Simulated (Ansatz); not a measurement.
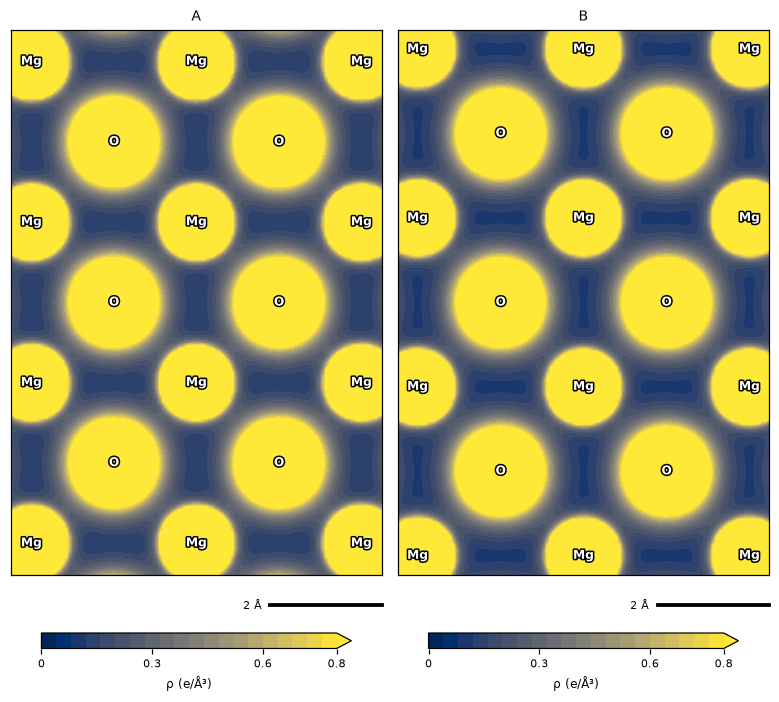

MgO. The valence electron density of two cells that differ in size and shape, on the (011) plane of each (indices in the axes of the calculation cell), at one length scale and on one colour scale; one has 8.8 and the other 9.6 Å³ an atom.

All numbers below come from Ansatz 0.2.0, DFT, PBE, plane waves, PAW.

Core electrons are frozen (PAW), and the valence fields are smoothed inside the atomic spheres.

The larger cell:

```yaml
crystal:
  lattice:
    - [-0.03728, 2.10693, 2.10693]
    - [2.10693, -0.03728, 2.10693]
    - [2.10693, 2.10693, -0.03728]
  atoms:
    - { symbol: Mg, position: [0.00000, 0.00000, 0.00000] }
    - { symbol: O, position: [0.50000, 0.50000, 0.50000] }
```

The smaller cell: a = 2.964 Å, b = 2.964 Å, c = 2.964 Å, α = 58.22°, β = 58.22°, γ = 58.22°.

Q: Which is the denser cell? Describe the effect of the change.

A: Panel A is the smaller cell, by 8 % in volume. From the larger cell to the smaller, Mg–O goes from 2.13 to 2.07 Å, and the density at its midpoint from 0.32 to 0.36 e/Å³; the pressure goes from 0.3 to 15 GPa; the Kohn–Sham gap goes from 4.3 eV to 5.2 eV.
